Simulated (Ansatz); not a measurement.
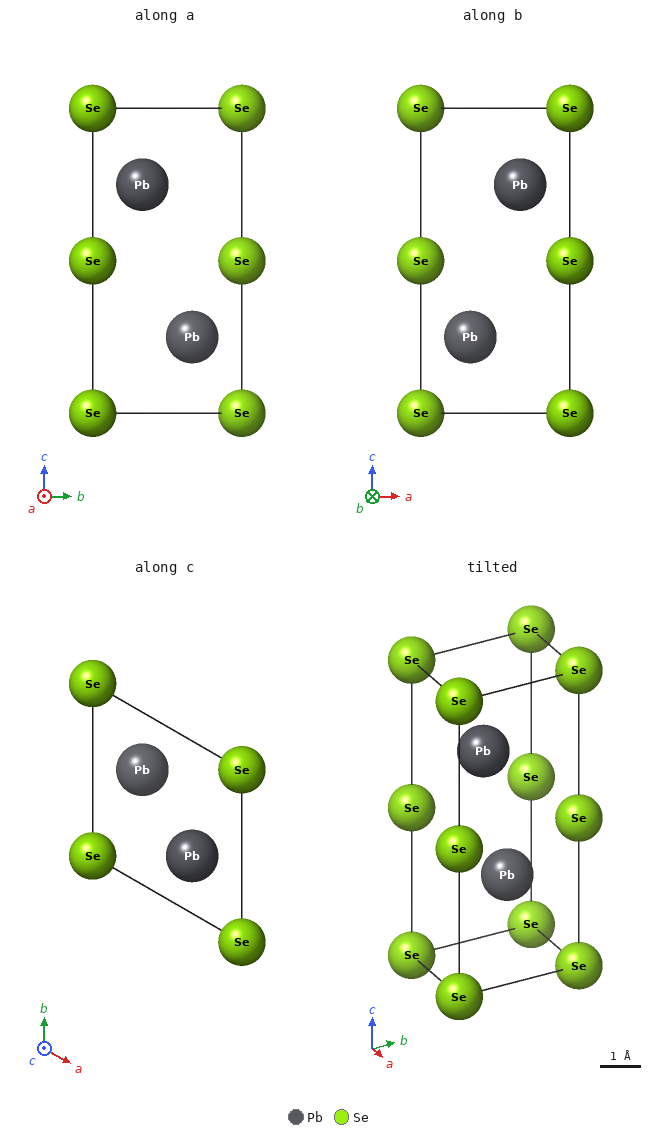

Structure drawing (spheres-only), viewed along the a axis, along the b axis, along the c axis and slightly off an axis. The wireframe shows the conventional unit cell.

Lattice parameters: a = 4.386 Å, b = 4.386 Å, c = 7.755 Å, α = 90.00°, β = 90.00°, γ = 120.00°. Put a along x and b in the xy plane.

Set out the cell and atoms as a POSCAR file.

Answer.
```
Pb Se
1.0
     4.386    0.000    0.000
    -2.193    3.799    0.000
     0.000    0.000    7.755
Pb Se
2 2
Direct
  0.3333 0.6667 0.2500
  0.6667 0.3333 0.7500
  0.0000 0.0000 0.0000
  0.0000 0.0000 0.5000
```

The starting point was a structure type filled with these elements by a generator (whether the compound takes this form wasn't checked). It was relaxed at fixed volume with Ansatz 0.2.0, DFT PBE, scalar-relativistic, plane waves, PAW.
